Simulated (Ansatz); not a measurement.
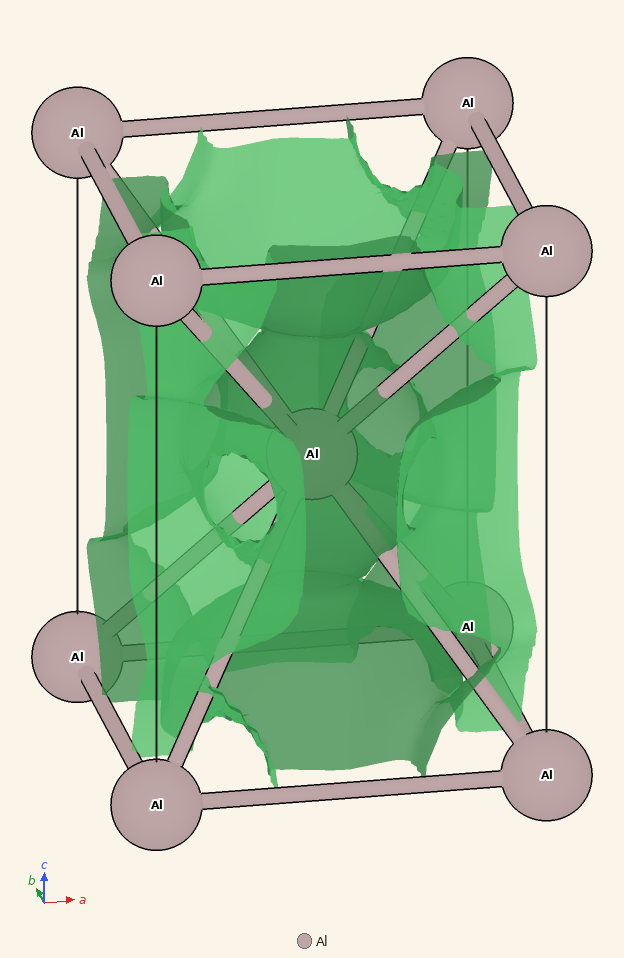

Figure 1: Al. Isosurface of the electron localisation function at 0.55 (green), seen at an oblique angle. Core shells and regions of very low density are left out. Sticks mark near contacts.

Space group Immm; a structure from a database of computed crystals, not necessarily the ambient phase; changed on purpose from its base cell (band edges of the strained film's bulk).

Level of theory: Ansatz 0.2.0, DFT PBE, scalar-relativistic, plane waves, PAW.

In a PAW calculation such maps are meaningful between the atoms, not at the nuclei.

```
Al
1.0
    -2.01724    0.00000    2.01461
    -2.03568    0.00000   -2.03317
     0.00000   -4.05297    0.00000
Al
2
Cartesian
  0.0000 0.0000 0.0000
  -2.0265 -2.0265 -0.0093
```

### Identify the bonds, lone pairs and shells in this picture.

The surface consists of one network that runs through the whole crystal, counted in one cell of 2 atoms. Regions shared between cells count once. There are no localised bonds or lone pairs at this value.

Values along the shortest contacts:
Al–Al (2.85 Å): the ELF peaks at about 0.65 between the atoms.

### Does the calculation make it a metal, or give it a gap?

It is metallic or semimetallic at this level of theory: no gap opens.
